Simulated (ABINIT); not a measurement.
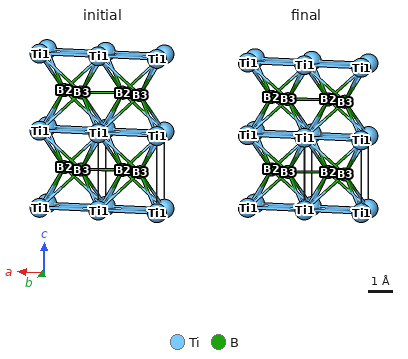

The structure of crystalline TiB2 (set up in P6/mmm) before (left) and after (right) a relaxation, at one scale.

Style: ball-and-stick. Shown: the cell of the calculation, repeated 2 × 1 × 2 with one cell outlined, from a free direction.

The run lets cell and atoms move.

All numbers below come from Kohn-Sham DFT of a periodic cell, LDA, HGH LDA (ABINIT 10.8.3).

The input:
```
pp_dirpath "./"
pseudos "Ti.hgh, B.hgh"

acell 3*1.0 Angstrom
rprim
     3.0292000000     0.0000000000     0.0000000000
    -1.5146000000     2.6233641531     0.0000000000
     0.0000000000     0.0000000000     3.2284000000
ntypat 2
znucl 22 5
natom 3
typat 1 2 2
xred
     0.0000000000     0.0000000000     0.0000000000
     0.6666666667     0.3333333333     0.5000000000
     0.3333333333     0.6666666667     0.5000000000
chkprim 0
chksymtnons 0
tolsym 1.0e-6

ecut 707.496042 eV

kptopt 1
ngkpt 10 10 8
nshiftk 1
shiftk 0.0 0.0 0.0

ixc 7

nband 9
occopt 3
tsmear 0.05 eV

nstep 100
tolvrs 1.0e-10

iomode 3
prtwf 0
prtden 0
prteig 0
prtebands 0

ionmov 2
ntime 60
tolmxf 5.0e-5
optcell 2
dilatmx 1.08
ecutsm 0.5
strtarget 3*-6.797862e-04 3*0.0
```

Command:
```bash
abinit run.abi > log 2>&1
```

### Summarise the run.

The atoms keep their places relative to the cell (all moves are under 0.005 Å). The drawn cell changes as follows: a = b 3.029 → 2.928 Å (−3.3 %), c 3.228 → 3.041 Å (−5.8 %); the volume changes by −12.0 %. Near-neighbour distances that change, for instance: Ti1–Ti1 3.228 → 3.041 Å, Ti1–B2 2.380 → 2.274 Å, Ti1–Ti1 (another image) 3.029 → 2.928 Å, B2–B3 1.749 → 1.690 Å. The space group stays P6/mmm (No. 191). Over 5 geometry steps the energy rises by 8.6 meV per atom. With the target pressure of 20 GPa, the enthalpy E + pV changes by −119 meV per atom. All forces vanish by symmetry, so only the cell relaxes. The pressure goes from −13.09 to 20.00 GPa.
